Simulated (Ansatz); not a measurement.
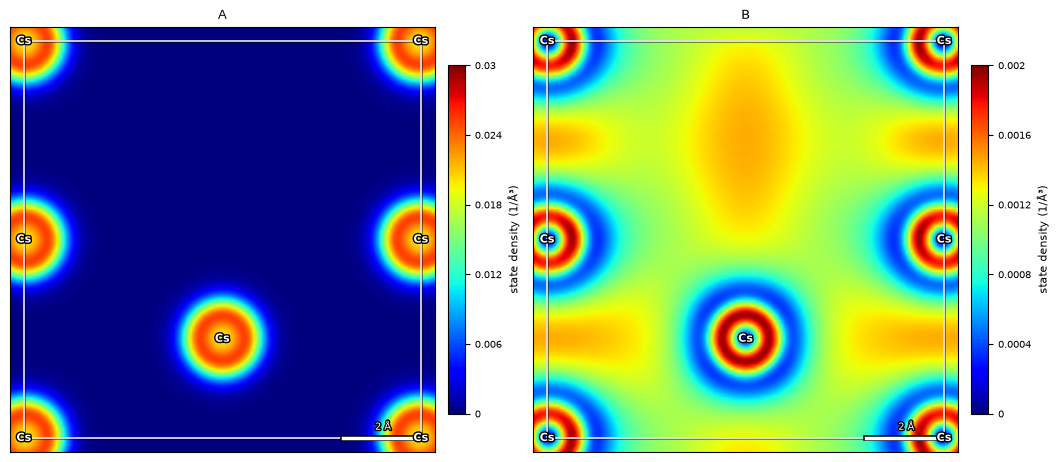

Cs: densities of the states in two energy windows, on the (001) plane of the conventional cell.

Space group Pm-3n. This isn't the usual form at ambient conditions. The cell comes from a database of computed structures, not from a measurement.

These are results of Ansatz, DFT PBE, scalar-relativistic, plane waves, PAW, not measurements.

Core electrons are frozen (PAW), so the fields are smoothed inside the atomic spheres.

The windows, about the Fermi level, are −23.91 to −23.84 eV and −0.25 to +0.25 eV. Which panel shows which?

Panel A: −23.91 to −23.84 eV, a separate group of bands (semicore or deep states), mainly Cs 5s (over 95 %).
Panel B: −0.25 to +0.25 eV, the states at the Fermi level, mainly Cs 6s (over 95 %).
The characters are Löwdin shares on a minimal set of atomic orbitals.
